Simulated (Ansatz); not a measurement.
**Run report: AlO₂, geometry relaxation (part 2 of 2)**

AlO₂ (R-3m, 3 atoms in the cell); DFT PBE, scalar-relativistic, plane waves, PAW, spin-polarised (Ansatz 0.2.0); cutoff 420 eV, 18×18×18 k-mesh, Gaussian smearing of 0.1 eV, collinear spins. The structure was made by a generator, so it may or may not be a known phase.

Geometry of the input (Å; fractional positions):
```
1.4584  0.8420  4.0191
-1.4584  0.8420  4.0191
0.0000  -1.6840  4.0191
Al 0.0000  0.0000  0.0000
O  0.5910  0.5910  0.5910
O  0.4090  0.4090  0.4090
```

**What the program printed, continued**
```
SCF iter   1: F=—  HF=-1673.548428 eV  |F-HF|=—  |Δ(HF+E_count)|=         —  Δρ=6.44e-5 (↑6.44e-5 ↓5.44e-5)  dr2=2.42e-7  dr2_m=1.36e-8  M=0.647 μB ∫|m|=0.673 μB  β_m=0.30  ethr=3.88e-8  ⟨swp⟩=3.1  Hψ=127387  notcnv=0
SCF iter   2: F=—  HF=-1673.548453 eV  |F-HF|=—  |Δ(HF+E_count)|=   2.50e-5  Δρ=4.40e-5 (↑4.40e-5 ↓3.74e-5)  dr2=9.40e-8  dr2_m=6.66e-9  M=0.647 μB ∫|m|=0.673 μB  β_m=0.51  ethr=1.61e-9  ⟨swp⟩=2.3  Hψ=20660  notcnv=0
SCF iter   3: F=—  HF=-1673.548476 eV  |F-HF|=—  |Δ(HF+E_count)|=   2.27e-5  Δρ=1.11e-5 (↑1.11e-5 ↓9.06e-6)  dr2=7.38e-9  dr2_m=1.32e-9  M=0.647 μB ∫|m|=0.673 μB  β_m=0.53  ethr=6.27e-10  ⟨swp⟩=2.4  Hψ=23081  notcnv=0
SCF iter   4: F=—  HF=-1673.548477 eV  |F-HF|=—  |Δ(HF+E_count)|=   1.39e-6  Δρ=1.65e-6 (↑1.40e-6 ↓1.65e-6)  dr2=1.07e-10  dr2_m=5.36e-10  M=0.647 μB ∫|m|=0.673 μB  β_m=0.76  ethr=4.92e-11  ⟨swp⟩=2.0  Hψ=21619  notcnv=0
SCF iter   5: F=—  HF=-1673.548477 eV  |F-HF|=—  |Δ(HF+E_count)|=   1.84e-7  Δρ=1.11e-6 (↑1.11e-6 ↓9.97e-7)  dr2=3.50e-11  dr2_m=3.00e-10  M=0.647 μB ∫|m|=0.673 μB  β_m=0.88  ethr=1.00e-12  ⟨swp⟩=6.1  Hψ=60682  notcnv=0
SCF iter   6: F=—  HF=-1673.548477 eV  |F-HF|=—  |Δ(HF+E_count)|=  3.76e-10  Δρ=5.34e-7 (↑5.34e-7 ↓4.58e-7)  dr2=2.30e-11  dr2_m=5.80e-11  M=0.647 μB ∫|m|=0.673 μB  β_m=0.94  ethr=1.00e-12  ⟨swp⟩=6.0  Hψ=58396  notcnv=0
SCF iter   7: F=-1673.548477 eV  HF=-1673.548477 eV  |F-HF|=0.00e0  |Δ(HF+E_count)|=  1.63e-10  Δρ=3.92e-8 (↑3.30e-8 ↓3.92e-8)  dr2=5.40e-13  dr2_m=3.36e-14  M=0.647 μB ∫|m|=0.673 μB  ethr=1.00e-12  ⟨swp⟩=5.8  Hψ=55598  notcnv=0
SCF 5 converged in 7 iterations: F = -1673.548477 eV  dr2 = 5.40e-13
relax step   5: F+E_penalty+E_count = -1673.54847700 eV  Δ(F+E_penalty+E_count) = -1.042e-3 eV  max|allowed force component| = 1.155e-3 eV/Å  Δτ_max = 0.0000 Å  P = +0.074 GPa  Ω = 29.801 Å³  stress off target by 1.14e-1 GPa  SCF on the basis re-selected at this cell (its energy is not comparable with the rows above)  (7 SCF iters)
basis re-selected at this cell: Δ(F+E_penalty+E_count) = -1.042e-3 eV, ΔP = +0.066 GPa vs the last step (what re-selecting the basis moved, of the pressure what is left beyond the Pulay correction that the steps carried, after the strain that the cell walked since its last selection, with what the two solves' SCF thresholds leave and, on support functions, any second-order correction that the steps lacked; it is no measure of the basis error at this ecutwfc). This SCF's stress stands 1.14e-1 GPa from its target on what of the cell is left free (relax.cell.stress_tol is 5.00e-2 GPa) and its largest allowed force component is 1.16e-3 eV/Å (relax.f_tol is 1.00e-2 eV/Å): not within both, so this SCF does not close the relaxation
Crystal: 3 atoms, lattice volume = 29.812 Å³
iter 1 solved again at ethr=4.96e-9 eV; its pass at ethr=3.10e-3 eV (dr2=7.44e-7 eV) is discarded
SCF iter   1: F=—  HF=-1673.548420 eV  |F-HF|=—  |Δ(HF+E_count)|=         —  Δρ=3.46e-5 (↑2.65e-5 ↓3.46e-5)  dr2=6.00e-7  dr2_m=6.07e-8  M=0.648 μB ∫|m|=0.673 μB  β_m=0.30  ethr=4.96e-9  ⟨swp⟩=2.4  Hψ=93651  notcnv=0
preconditioner: auto → none  [metal: Δε(μ)=0.003 eV  Ē_g=17.356 eV  σ=0.100 eV  W_gap=0.02  n_scr=2 (ndim 8)  ℏωp=26.3 eV  f_vac=0.018  D(μ)=1.02/eV (n_scr^D=2)]
SCF iter   2: F=—  HF=-1673.548420 eV  |F-HF|=—  |Δ(HF+E_count)|=   1.45e-7  Δρ=2.17e-5 (↑2.00e-5 ↓2.17e-5)  dr2=1.62e-7  dr2_m=5.19e-8  M=0.648 μB ∫|m|=0.673 μB  β_m=0.50  ethr=4.00e-9  ⟨swp⟩=2.0  Hψ=20072  notcnv=0
iter 3 did not close the SCF: its close was put off for a magnetic moment that had not settled (scf_convergence_deferred on its scf_iter line)
SCF iter   3: F=-1673.548420 eV  HF=-1673.548420 eV  |F-HF|=1.16e-8  |Δ(HF+E_count)|=   1.06e-8  Δρ=1.11e-5 (↑1.03e-5 ↓1.11e-5)  dr2=7.74e-9  dr2_m=2.76e-8  M=0.648 μB ∫|m|=0.673 μB  β_m=0.65  ethr=2.16e-10  ⟨swp⟩=5.1  Hψ=75954  notcnv=0
iter 4 did not close the SCF: its close was put off for a magnetic moment that had not settled (scf_convergence_deferred on its scf_iter line)
SCF iter   4: F=-1673.548420 eV  HF=-1673.548420 eV  |F-HF|=2.87e-9  |Δ(HF+E_count)|=   2.42e-8  Δρ=9.16e-6 (↑9.16e-6 ↓6.22e-6)  dr2=4.34e-9  dr2_m=1.54e-8  M=0.648 μB ∫|m|=0.674 μB  β_m=0.82  ethr=5.16e-11  ⟨swp⟩=5.0  Hψ=71415  notcnv=0
iter 5 did not close the SCF: its close was put off for a magnetic moment that had not settled (scf_convergence_deferred on its scf_iter line)
SCF iter   5: F=-1673.548420 eV  HF=-1673.548420 eV  |F-HF|=6.32e-10  |Δ(HF+E_count)|=   1.55e-8  Δρ=5.74e-6 (↑4.01e-6 ↓5.74e-6)  dr2=3.86e-9  dr2_m=5.82e-9  M=0.648 μB ∫|m|=0.674 μB  β_m=0.91  ethr=2.89e-11  ⟨swp⟩=5.0  Hψ=70731  notcnv=0
SCF iter   6: F=-1673.548420 eV  HF=-1673.548420 eV  |F-HF|=2.36e-11  |Δ(HF+E_count)|=   8.21e-9  Δρ=3.95e-7 (↑3.95e-7 ↓3.63e-7)  dr2=3.90e-11  dr2_m=2.25e-11  M=0.648 μB ∫|m|=0.674 μB  ethr=2.57e-11  ⟨swp⟩=5.0  Hψ=72835  notcnv=0
SCF 6 converged in 6 iterations: F = -1673.548420 eV  dr2 = 3.90e-11
relax step   6: F+E_penalty+E_count = -1673.54842007 eV  Δ(F+E_penalty+E_count) = +5.693e-5 eV  max|allowed force component| = 1.761e-4 eV/Å  Δτ_max = 0.0001 Å  P = +0.003 GPa  Ω = 29.812 Å³  energy of the carried Pulay correction = -6.223e-5 eV  (6 SCF iters, dr2 threshold 3.24e-8 eV, accepted)
iter 1 solved again at ethr=3.48e-8 eV; its pass at ethr=3.10e-3 eV (dr2=5.22e-6 eV) is discarded
SCF iter   1: F=—  HF=-1673.548484 eV  |F-HF|=—  |Δ(HF+E_count)|=         —  Δρ=2.69e-6 (↑2.69e-6 ↓2.20e-6)  dr2=9.49e-10  dr2_m=3.76e-11  M=0.648 μB ∫|m|=0.674 μB  β_m=0.30  ethr=3.48e-8  ⟨swp⟩=3.2  Hψ=127509  notcnv=0
preconditioner: auto → none  [metal: Δε(μ)=0.001 eV  Ē_g=17.356 eV  σ=0.100 eV  W_gap=0.01  n_scr=2 (ndim 8)  ℏωp=26.3 eV  f_vac=0.018  D(μ)=1.02/eV (n_scr^D=2)]
SCF iter   2: F=—  HF=-1673.548484 eV  |F-HF|=—  |Δ(HF+E_count)|=   2.47e-8  Δρ=1.79e-6 (↑1.79e-6 ↓1.48e-6)  dr2=3.75e-10  dr2_m=2.09e-11  M=0.648 μB ∫|m|=0.674 μB  β_m=0.54  ethr=6.32e-12  ⟨swp⟩=2.7  Hψ=24482  notcnv=0
SCF iter   3: F=-1673.548484 eV  HF=-1673.548484 eV  |F-HF|=3.52e-11  |Δ(HF+E_count)|=   1.18e-9  Δρ=3.21e-7 (↑3.21e-7 ↓3.00e-7)  dr2=2.76e-11  dr2_m=2.79e-12  M=0.648 μB ∫|m|=0.674 μB  ethr=1.00e-12  ⟨swp⟩=4.5  Hψ=72705  notcnv=0
SCF 7 converged in 3 iterations: F = -1673.548484 eV  dr2 = 2.76e-11
relax step   7: F+E_penalty+E_count = -1673.54848362 eV  Δ(F+E_penalty+E_count) = -6.355e-5 eV  max|allowed force component| = 1.740e-4 eV/Å  Δτ_max = 0.0000 Å  P = +0.005 GPa  Ω = 29.812 Å³  stress off target by 6.57e-3 GPa  SCF on the basis re-selected at this cell (its energy is not comparable with the rows above)  (3 SCF iters)
```

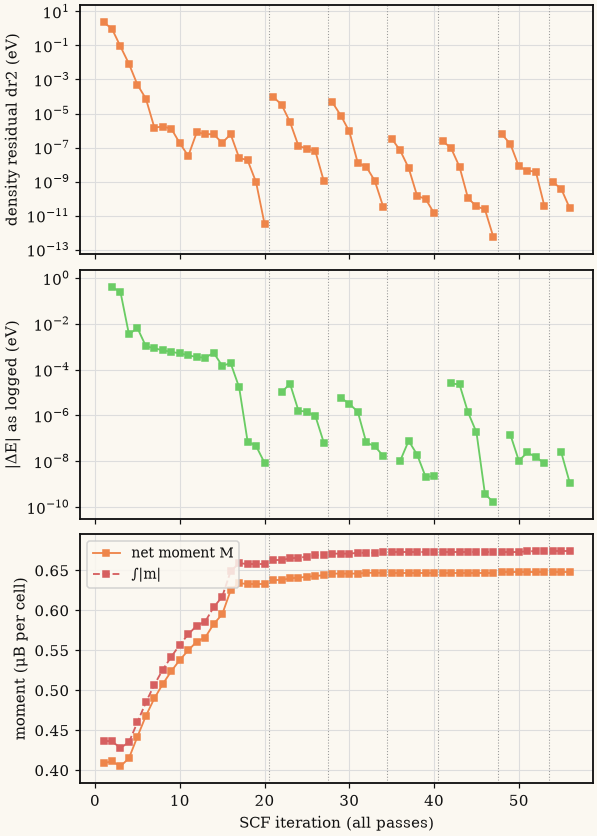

Fig. 1: Convergence of the self-consistent field: density residual dr2, size of the energy change and magnetic moment against the SCF iteration. The dotted lines part the SCF passes of the relaxation: geometry steps, rejected trials and re-solves on a re-selected basis. The 7 passes take 3 to 20 iterations each, 56 in all. The net moment goes from 0.4 to 0.6 μB per cell.

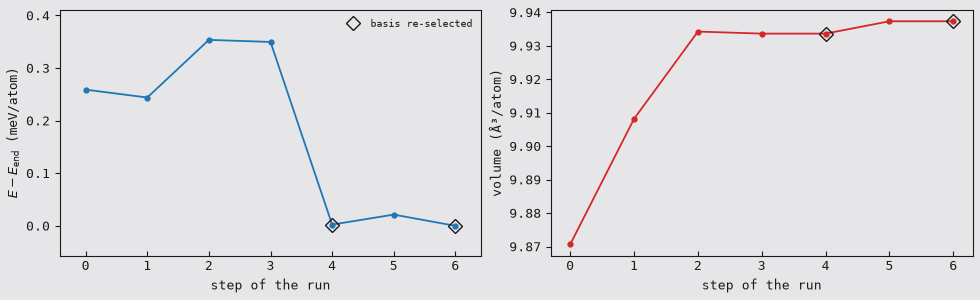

Fig. 2: Progress of the relaxation, step by step (the first geometry is step 0 here and step 1 in the log). After 4 geometry steps the energy has fallen by 0.2 meV per atom. The largest force component goes from 0.06 to 0.00017 eV/Å. Pressure: 0.62 GPa at the start and 0.01 GPa at the end. 1 further SCF at an unchanged geometry re-selected the plane-wave basis for the new cell. The largest moves relative to the cell, 0.006 Å, are those of O2 and O3. Al stays in place. Cell: a = b 2.917 → 2.924 Å (+0.3 %), c 12.057 → 12.078 Å (+0.2 %). Volume +0.7 %. The space group stays R-3m (No. 166). The energy change given includes the shifts at the re-selections in mid-walk, which come without any move. A last SCF at the same geometry on a re-selected plane-wave basis shifts the energy by next to nothing (0.0 meV per atom). (Atoms are counted from 1 in the order of the input.)

```
basis re-selected at this cell: Δ(F+E_penalty+E_count) = -6.355e-5 eV, ΔP = +0.002 GPa vs the last step (what re-selecting the basis moved, of the pressure what is left beyond the Pulay correction that the steps carried, after the strain that the cell walked since its last selection, with what the two solves' SCF thresholds leave and, on support functions, any second-order correction that the steps lacked; it is no measure of the basis error at this ecutwfc). This SCF's stress stands 6.57e-3 GPa from its target on what of the cell is left free (relax.cell.stress_tol is 5.00e-2 GPa) and its largest allowed force component is 1.74e-4 eV/Å (relax.f_tol is 1.00e-2 eV/Å): within both
SCF converged after 3 iterations
Magnetization: 0.6484 μB (7.8242 up, 7.1758 down)
Absolute magnetization: 0.6742 μB (∫|ρ↑−ρ↓|, with the PAW one-centre terms)
Spin contamination: 0.0016 ħ² per cell (⟨S²⟩ above its minimum at these occupations)
Per-site moments (μB) at R_I (Å): [(-0.0010669265449449465, 0.7907835918861866), (0.2941341309606186, 0.7907835918861872), (0.2941341309606185, 0.7907835918861866)]
Free energy (F): -1673.548484 eV
Harris-Foulkes:  -1673.548484 eV  (|F-HF|=3.52e-11)
Internal energy: -1673.543401 eV  (E = F + TS)
E sigma→0 (E₀):  -1673.545942 eV
Entropy (-TS):   -0.005082 eV (-1.694 meV/atom)
Fermi energy:    5.407187 eV
--- Per-component energies (eV) ---
  E_band       = -21.134752
  E_kinetic    = 377.177225
  E_local      = -730.392923  (includes V_loc(G=0)·N_el)
  E_nonlocal   = 105.517546
  E_hartree    = 259.861668
  E_xc         = -188.180586
  E_vxc        = -218.442656  (∫ρ·V_xc dr)
  E_paw        = -783.200109  (= ΣΔE_a)
  E_vpaw       = -74.722171  (= ΣTr[D̂ρ^β])
  E_aug_tail   = 0.004823  (compensation charges beyond the density's cutoff)
  E_ewald      = -714.331043
  E_smearing   = -0.005082  (= −TS)
  E_closure    = 0.000000  (closes the sum)
  Σ components = -1673.548484   (vs F -1673.548484, Δ=0.00e0)
--- Forces (eV/Å), atoms counted from 1 ---
  atom   1  Al    -0.00000000     0.00000000    -0.00000000
  atom   2  O     -0.00000000    -0.00000000    -0.00017398
  atom   3  O      0.00000000     0.00000000     0.00017398
  max |Σ_I F_I| component: 2.71e-20 eV/Å
--- Stress (GPa, compression-positive) ---
        0.006569       0.000000       0.000000
        0.000000       0.006569       0.000000
        0.000000      -0.000000       0.003242
  P = ⅓ Tr σ = 0.0055 GPa (0.055 kbar)
--- Band table (eV; the first three rows and the last of 1160) ---
  k-point 0 ↑: bands = ["-14.2183", "-11.1014", "-0.2603", "3.3939", "3.3939", "4.0467", "4.0467", "5.5920", "11.1454", "14.9461", "20.6122", "20.6122"]
  k-point 1 ↑: bands = ["-14.1829", "-11.0999", "-0.2320", "3.2230", "3.3532", "3.9326", "4.0449", "5.6262", "11.3292", "15.0618", "20.2263", "20.6867"]
  k-point 2 ↑: bands = ["-14.0783", "-11.0969", "-0.1531", "2.7637", "3.2440", "3.6511", "4.0323", "5.6896", "11.8202", "15.3820", "19.6059", "20.7728"]
  k-point 579 ↓: bands = ["-13.2480", "-11.5278", "3.3196", "3.3196", "3.4511", "3.5383", "4.7538", "4.7538", "13.0786", "13.5984", "20.2235", "20.2235"]
--- Relaxed structure (5 steps of the walk, 5 accepted, 2 SCFs on fresh bases) ---
  F+E_penalty+E_count = -1673.54848362 eV   max|allowed force component| = 1.740e-4 eV/Å   (the final SCF, on the basis selected at the relaxed cell)
  cell:  # Å, volume = 29.8120 Å³
    - [1.4620361470369811, 0.8441069630567642, 4.026101848091738]
    - [-1.4620361470369811, 0.8441069630567642, 4.026101848091738]
    - [2.2399029392981773e-34, -1.688213926113528, 4.026101848091738]
  atoms:
    - { symbol: Al, position: [2.3604018034410465e-20, 2.3604018034410242e-20, 2.3604018034410417e-20] }
    - { symbol: O, position: [0.5914652700904998, 0.5914652700904998, 0.5914652700904999] }
    - { symbol: O, position: [0.40853472990949996, 0.40853472990949996, 0.4085347299094999] }
--- Löwdin populations: 3 sites ---
  site symbol       q [e]    m [muB]
     0     Al      1.7100    -0.0257
     1      O      6.5913     0.3370
     2      O      6.5913     0.3370
  spilling = 0.007164 (of n_electrons = 15.000000)
```

**File populations.tsv**
```
# site	symbol	l	j	q_up	q_dn
# orbitals = lowdin
# n_electrons = 15.000000
# spilling = 0.007164
0	Al	0_3S	-	0.245084	0.253129
0	Al	1_3P	-	0.597029	0.614718
1	O	0_2S	-	0.851850	0.841152
1	O	1_2P	-	2.612272	2.286013
2	O	0_2S	-	0.851850	0.841152
2	O	1_2P	-	2.612272	2.286013
```

**Trajectory as extended XYZ (Å, eV, eV/Å), 7 frames, from step=1 to step=7**
```
3
Lattice="1.4584 0.8420 4.0191 -1.4584 0.8420 4.0191 0.0000 -1.6840 4.0191" Properties=species:S:1:pos:R:3:forces:R:3 step=1 energy=-1673.54771 pressure_GPa=0.62
Al    0.0000    0.0000    0.0000    0.0000   0.0000   0.0000
O     0.0000    0.0000    7.1259    0.0000   0.0000   0.0595
O     0.0000    0.0000    4.9315    0.0000   0.0000  -0.0595
3
Lattice="1.4609 0.8434 4.0206 -1.4609 0.8434 4.0206 0.0000 -1.6869 4.0206" Properties=species:S:1:pos:R:3:forces:R:3 step=2 energy=-1673.54775 pressure_GPa=0.31
Al    0.0000    0.0000    0.0000    0.0000   0.0000   0.0000
O     0.0000    0.0000    7.1327    0.0000   0.0000   0.0000
O     0.0000    0.0000    4.9291    0.0000   0.0000   0.0000
3
Lattice="1.4615 0.8438 4.0276 -1.4615 0.8438 4.0276 0.0000 -1.6876 4.0276" Properties=species:S:1:pos:R:3:forces:R:3 step=3 energy=-1673.54742 pressure_GPa=0.03
Al    0.0000    0.0000    0.0000    0.0000   0.0000   0.0000
O     0.0000    0.0000    7.1467    0.0000   0.0000  -0.0034
O     0.0000    0.0000    4.9361    0.0000   0.0000   0.0034
3
Lattice="1.4617 0.8439 4.0266 -1.4617 0.8439 4.0266 0.0000 -1.6878 4.0266" Properties=species:S:1:pos:R:3:forces:R:3 step=4 energy=-1673.54743 pressure_GPa=0.01
Al    0.0000    0.0000    0.0000    0.0000   0.0000   0.0000
O     0.0000    0.0000    7.1447    0.0000   0.0000  -0.0011
O     0.0000    0.0000    4.9351    0.0000   0.0000   0.0011
3
Lattice="1.4617 0.8439 4.0266 -1.4617 0.8439 4.0266 0.0000 -1.6878 4.0266" Properties=species:S:1:pos:R:3:forces:R:3 step=5 energy=-1673.54848 pressure_GPa=0.07
Al    0.0000    0.0000    0.0000    0.0000   0.0000   0.0000
O     0.0000    0.0000    7.1447    0.0000   0.0000  -0.0012
O     0.0000    0.0000    4.9351    0.0000   0.0000   0.0012
3
Lattice="1.4620 0.8441 4.0261 -1.4620 0.8441 4.0261 0.0000 -1.6882 4.0261" Properties=species:S:1:pos:R:3:forces:R:3 step=6 energy=-1673.54842 pressure_GPa=0.00
Al    0.0000    0.0000    0.0000    0.0000   0.0000   0.0000
O     0.0000    0.0000    7.1439    0.0000   0.0000  -0.0002
O     0.0000    0.0000    4.9344    0.0000   0.0000   0.0002
3
Lattice="1.4620 0.8441 4.0261 -1.4620 0.8441 4.0261 0.0000 -1.6882 4.0261" Properties=species:S:1:pos:R:3:forces:R:3 step=7 energy=-1673.54848 pressure_GPa=0.01
Al    0.0000    0.0000    0.0000    0.0000   0.0000   0.0000
O     0.0000    0.0000    7.1439    0.0000   0.0000  -0.0002
O     0.0000    0.0000    4.9344    0.0000   0.0000   0.0002
```

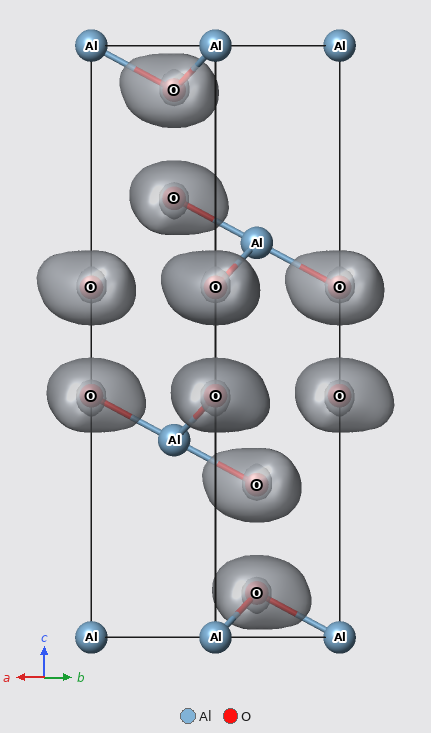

Fig. 3: Isosurface of the ELF at 0.65 (grey), seen along [110]. Core shells and regions of very low density are left out. Sticks mark near contacts. The outline is the cell set on symmetry axes. Profiles from the grid: Al–O (1.92 Å): the ELF is about 0.80 at the midpoint. Core electrons are frozen (PAW), so the fields are smoothed inside the atomic spheres.

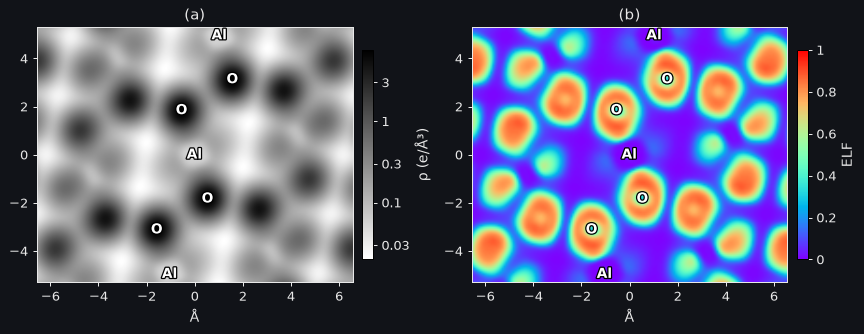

Fig. 4: (a) valence charge density (pseudo); (b) ELF on the (111) plane of the conventional cell. Atoms in the plane: Al and O. Al–O (1.92 Å): ρ is about 0.57 e/Å³ halfway; the ELF is about 0.80 at the midpoint. Away from the nuclei the density in this plane falls to 0.02 e/Å³ at its lowest.

**Key numbers**

| quantity | value |
| --- | --- |
| outcome | converged |
| space group (tolerance 0.01 Å) | R-3m (166) |
| electrons treated | 15 |
| free energy | −1673.5485 eV |
| Fermi energy | 5.407 eV |
| gap on the k-point mesh | none (metallic) |
| net moment of the cell | 0.65 μB |
| integrated absolute moment | 0.67 μB |
| pressure | 0.01 GPa |
| final volume | 29.81 Å³ |
| largest force (length of the vector) at the end | under 0.001 eV/Å |
| final cell | a = 4.366 Å, b = 4.366 Å, c = 4.366 Å, α = 39.13°, β = 39.13°, γ = 39.13° |
| hardware | 1 thread of Arm Neoverse V1, 24 GiB of memory available, shared host |
| wall time | 5 min |
| peak memory | 0.62 GiB |
